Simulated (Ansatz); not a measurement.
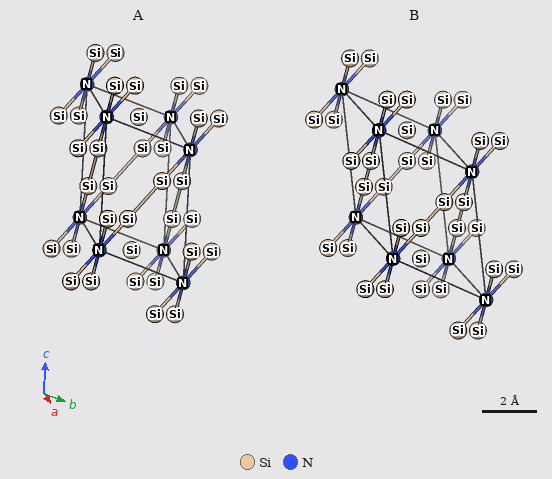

Two geometries of crystalline Si5N (a generated structure, set up in I4/mmm) (coarse preliminary run), drawn at one scale. One is the start of a relaxation, the other its converged end. The picture is a ball-and-stick view of the cell of the calculation, seen slightly off an axis.

All numbers below come from Ansatz 0.2.0, DFT PBE, scalar-relativistic, plane waves, PAW. Settings: plane-wave cutoff 420 eV; k-point mesh 4 × 4 × 4; occupations gaussian; smearing width 0.1 eV; no spin polarisation; cell and atoms relaxed; force threshold 0.04 eV/Å; at most 70 steps.

Which of the two is the end point?

Structure A is the relaxed one. The largest moves relative to the cell, 0.25 Å, are those of Si atoms. N stays in place. The volume changes by +5.5 %, with a = b = c 4.844 → 5.002 Å (+3.2 %), α 112.1° → 102.9°, β 112.1° → 102.9°, γ 104.3° → 123.7°. Near-neighbour distances that change, for instance: Si–Si 1.605 → 2.345 Å, N–Si 2.972 → 2.361 Å, Si–Si 2.822 → 3.331 Å, Si–Si 3.529 → 3.059 Å. The space group stays I4/mmm (No. 139). The energy falls by 13.778 eV per cell of the calculation in 9 accepted moves (11 points after the start). Largest force component: 29 eV/Å at the start, 0.0029 eV/Å at the end. The pressure goes from 55.85 to −0.02 GPa. At 2 points the geometry stayed and the basis and grid were re-selected for the new cell (energy shift of 65.3 meV per cell of the calculation at most each time).
